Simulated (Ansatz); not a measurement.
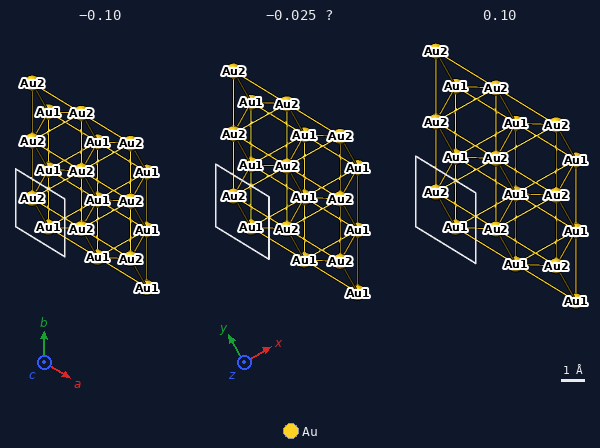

Solid Au (Cmcm): the cell is strained equally along x and y, with the atoms kept at their fractional coordinates. x, y and z are the Cartesian axes of the input. A ball-and-stick model of the cell of the calculation, repeated 3 × 3 × 1 with one cell outlined, seen along the c axis.

Level of theory: DFT PBEsol, scalar-relativistic, plane waves, PAW in Ansatz 0.2.0. Settings: plane-wave cutoff 420 eV; k-point mesh 24 × 24 × 12; occupations gaussian; smearing width 0.15 eV; no spin polarisation. Energies (free energies at the smearing named) are counted from the relaxed crystal.

| strain | energy change (meV/atom) |
| --- | --- |
| −0.1000 | 676 |
| −0.0750 | 335 |
| −0.0500 | 132 |
| −0.0250 | ? |
| 0.0000 | 0 |
| 0.0250 | 23 |
| 0.0500 | 83 |
| 0.0750 | 168 |
| 0.0875 | 218 |
| 0.1000 | 271 |

Q: Estimate the missing energy from the other rows, and compare with the calculation.

A: A straight line between the two neighbours gives 66 meV/atom. A cubic through the four nearest rows (−0.0750, −0.0500, 0.0000, 0.0250) gives, with Lagrange weights, (−0.1667)(335) + (0.6667)(132) + (0.6667)(0) + (−0.1667)(23) = 28 meV/atom. The calculation gives 30 meV/atom, so the cubic is 2 meV/atom too low and the straight line 36 meV/atom too high, as the curve bends upwards here.

The whole profile:

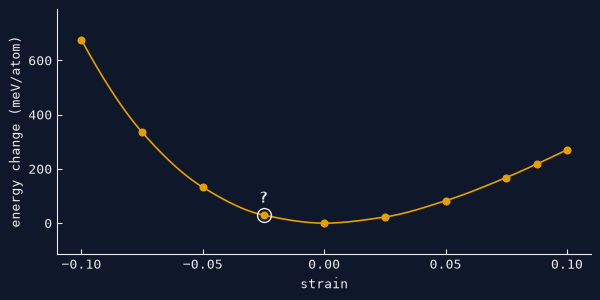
